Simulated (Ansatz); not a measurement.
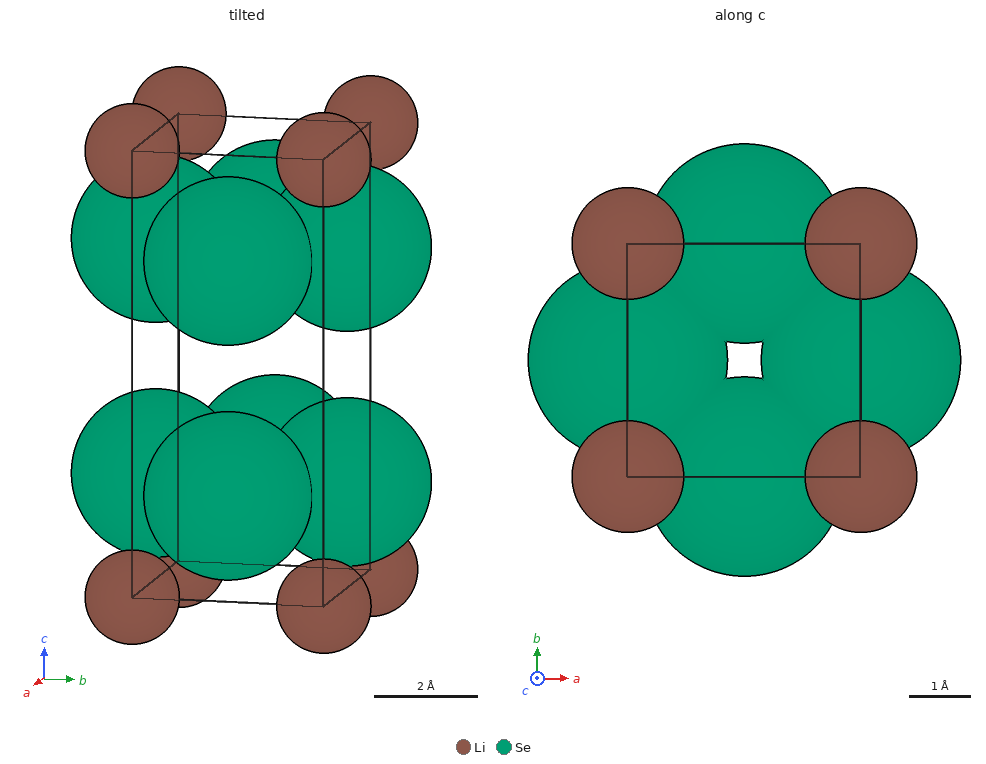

Space-filling representation of a periodic structure, projected slightly off an axis and along the c axis. The wireframe shows the conventional unit cell. Cell: a = 3.83 Å, b = 3.83 Å, c = 8.83 Å, α = 90.00°, β = 90.00°, γ = 90.00°.

Starting structure: a structure type filled with these elements by a generator (whether the compound takes this form wasn't checked). Earlier steps of the study may have refined or changed the cell and positions. A calculation with Ansatz used it as input.

What can be read from this drawing?

Answer. The stoichiometry is LiSe4. Space group: P4/mmm (No. 123). Lattice: primitive tetragonal. The cell comprises 1 formula unit: 1 Li, 4 Se. Li is surrounded by eight Se in a distorted cubic arrangement at about 2.8 Å. Each Se is bonded to four Se and two Li (about 2.7 Å to Se, 2.8 Å to Li).

Electronic-structure method: DFT PBE, scalar-relativistic, plane waves, PAW (Ansatz). Parameters: a cutoff energy of 420 eV, k-points about 0.18 Å⁻¹ apart, Gaussian smearing of 0.1 eV, no spin polarisation.

What does the calculation say: metal or gapped?

Answer. A metal: bands cross the Fermi level.

List the Bader charges.

Answer. Li +0.88 e; Se -0.22 e.

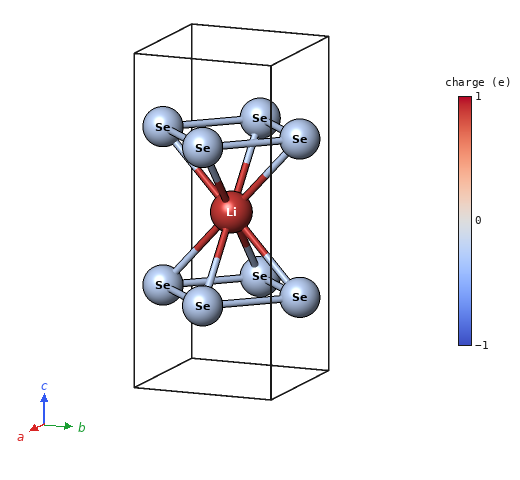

The atoms coloured by those charges. The run's cell of 5 atoms is drawn, so axes and origin can differ from the first picture.

Does the calculation find this structure at rest?

Answer. Yes. All forces vanish to within 0.01 eV/Å. The pressure is 0.0 GPa, close to zero.
